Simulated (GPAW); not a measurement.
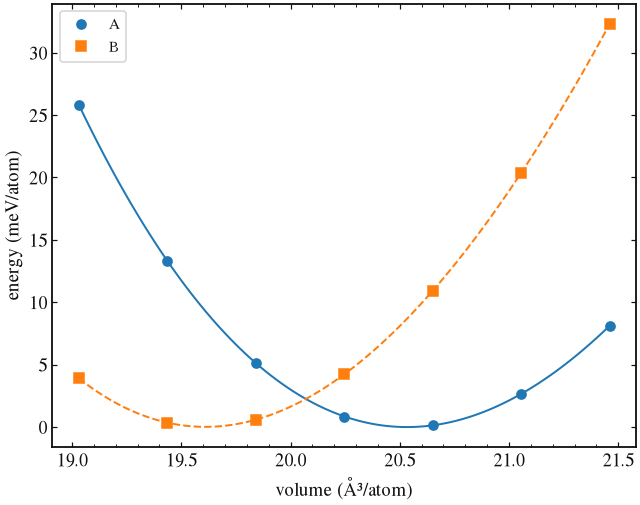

The figure compares two calculations of the energy against volume, each curve from its own zero. The first is for MgSe, space group Fm-3m (No. 225).

The cell holds 2 atoms.

Calculation (GPAW 26.7.0): PAW DFT in plane waves, on a grid or in atomic orbitals, no spin polarisation; energies at scaled volumes of the given cell, shape and fractions fixed, counted from the fit's minimum, third-order Birch-Murnaghan fit. Level: r2SCAN.

- k mesh: 8×8×8
- occupations: Fermi–Dirac
- smearing width: 0.05 eV
- potentials: GPAW PAW data sets (gpaw data 1.2.1)
- wave cutoff: 800 eV
- program settings: basis pw

In the second, the level changes from r2SCAN to LDA.

Which of A and B is the second calculation, and what did the change do?

Answer. B. The equilibrium volume falls from 20.53 to 19.61 Å³/atom (−4.5 %) and the bulk modulus rises from 66.7 to 69.2 GPa (+3.7 %).

V0 and the bulk modulus come from third-order Birch–Murnaghan fits.
